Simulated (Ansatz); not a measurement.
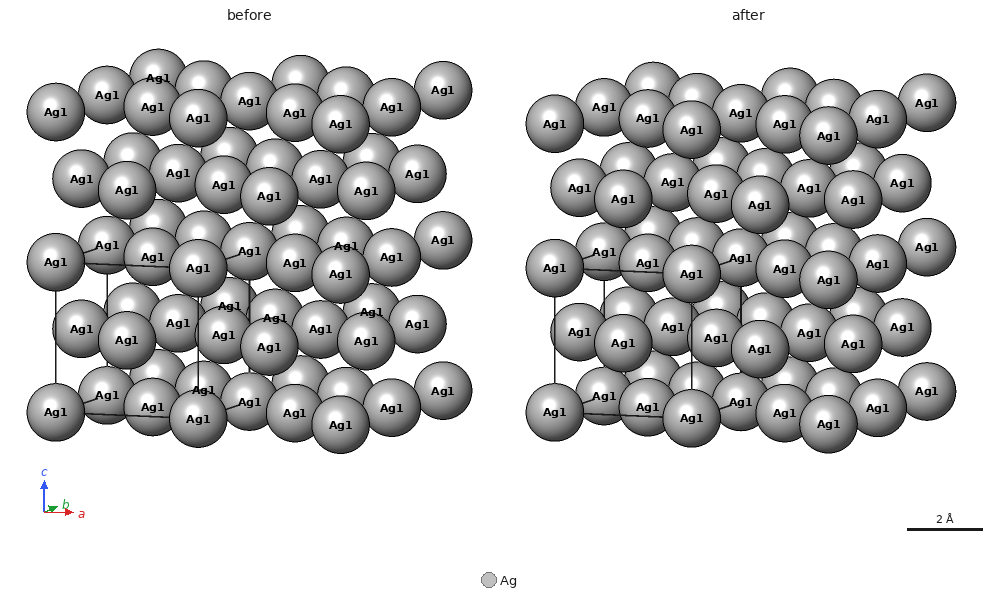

Left: a crystal of Ag (set up in Fm-3m). Right: the same structure after one change, at the same scale. A spheres-only model of the conventional cell (4 times the calculation's cell), repeated 2 × 2 × 2 with one cell outlined, seen slightly off an axis. Lengths and directions refer to the drawn axes.

Theory: Ansatz, DFT PBEsol, scalar-relativistic, plane waves, PAW. (plane-wave cutoff 420 eV; k-point mesh 18 × 18 × 18; occupations gaussian; smearing width 0.1 eV; no spin polarisation)

The crystal is put under a hydrostatic pressure of 20 GPa. Cell and atoms are relaxed at that pressure.

And its effect?

Answer. It costs 103 meV per atom. Pressure: 0.0 GPa before, 20.0 GPa after. Both are metals. Cell: a = b = c 4.054 → 3.896 Å (−3.9 %). Volume −11.2 %. The atoms keep their places relative to the cell (all moves are under 0.005 Å). Some distances before and after: Ag–Ag 2.867 → 2.755 Å. The space group stays Fm-3m (No. 225).
